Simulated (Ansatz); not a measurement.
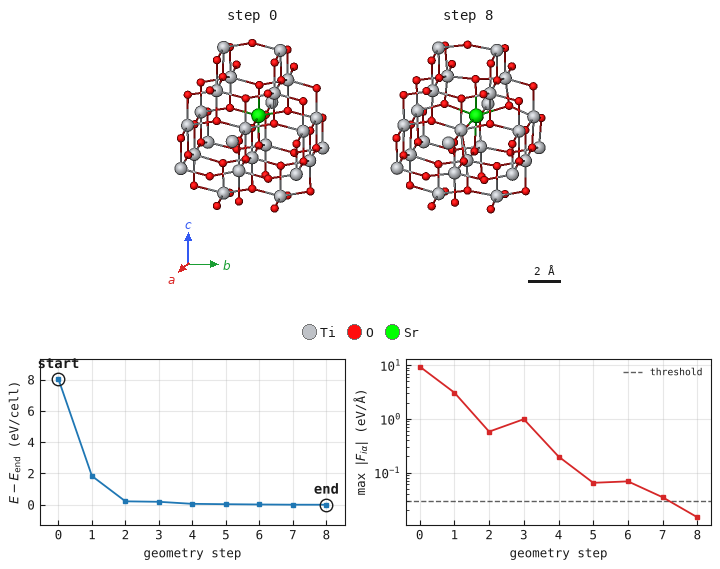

First and last geometry of a relaxation of a defect cell of composition Ti₃₅O₇₂Sr (cell charge −2), with the history of the run. Style: ball-and-stick. Shown: the atoms within 5.8 Å of the atom that moves most (axes of the cell of the calculation (origin shifted)), slightly off an axis.

Computed with Ansatz, DFT, PBEsol, PAW, plane waves. Settings: plane-wave cutoff 420 eV; k-point mesh 1 × 1 × 1; mesh shifted by (0.25, 0.25, 0.25); no spin polarisation; atoms relaxed in a fixed cell; force threshold 0.03 eV/Å; at most 80 steps.

Q: What do the curves and the structures tell?

A: It converged. Over 8 geometry steps the energy falls by 8.033 eV per cell of the calculation. Largest force component: 9.4 eV/Å at the start, 0.015 eV/Å at the end. An O atom moves most: 0.52 Å along [1 −1 −1]. By element the largest moves are O 0.52 Å, Ti 0.19 Å, Sr 0.19 Å. The lattice vectors keep their values. Some distances before and after: O–Sr 1.945 → 2.368 Å, O–Sr 2.001 → 2.367 Å, O–Sr 1.923 → 2.247 Å, O–Sr 1.943 → 2.248 Å. Bond angles that change, for instance: O–Sr–O 94.0° → 120.9°, Ti–O–Sr 156.7° → 136.3°, Ti–O–Sr 156.0° → 136.8°.

Limits of the set-up: the cell is charged, on a uniform background, and energies carry no finite-size correction.
